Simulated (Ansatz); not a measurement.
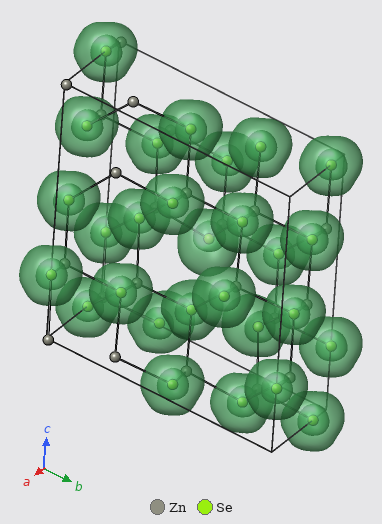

Figure. Zn15Se16 (cell charge −2, with a compensating background) (cell with a defect). Isosurface of the electron localisation function at 0.7 (green), seen slightly off an axis. Only the valence region is drawn (cores and ρ < 0.01 e/Å³ removed). Sticks mark near contacts.

Theory: DFT PBE, scalar-relativistic, plane waves, PAW (Ansatz 0.2.0).

```
CELL_PARAMETERS angstrom
-5.73176 -5.73176 5.73176
5.73176 -5.73176 -5.73176
5.73176 5.73176 5.73176
ATOMIC_POSITIONS crystal
Zn 0.01127 0.50000 0.50374
Zn 0.50374 0.26127 0.25000
Zn 0.25000 0.26127 0.50374
Zn 0.99626 0.24626 0.75753
Zn 0.75000 0.50000 0.75000
Zn 0.50374 0.50000 0.01127
Zn 0.01127 0.75374 0.25000
Zn 0.75000 0.00000 0.25000
Zn 0.48873 0.99247 0.48873
Zn 0.25000 0.00000 0.75000
Zn 0.99626 0.00753 0.99626
Zn 0.75753 0.24626 0.99626
Zn 0.74247 0.73873 0.48873
Zn 0.48873 0.73873 0.74247
Zn 0.25000 0.75374 0.01127
Se 0.25000 0.73835 0.25000
Se 0.00100 0.74901 0.49901
Se 0.48835 0.50000 0.25000
Se 0.25000 0.50000 0.48835
Se 0.00099 0.50000 0.75199
Se 0.74801 0.74900 0.74801
Se 0.49901 0.74901 0.00100
Se 0.00099 0.00199 0.25000
Se 0.75199 0.25099 0.25000
Se 0.49901 0.25100 0.49901
Se 0.25000 0.25099 0.75199
Se 0.01165 0.26165 0.01165
Se 0.75199 0.50000 0.00099
Se 0.74801 0.99801 0.49900
Se 0.49900 0.99801 0.74801
Se 0.25000 0.00199 0.00099
```

**What do the ELF domains correspond to?**

The surface consists of 16 regions wrapped around Se (the valence shell of each), counted in one cell of 31 atoms. Regions shared between cells count once. Along the contacts the grid gives the following. Zn–Se (2.43 Å): the ELF is about 0.60 at the midpoint. Zn–Se (2.49 Å): the ELF is about 0.60 at the midpoint.
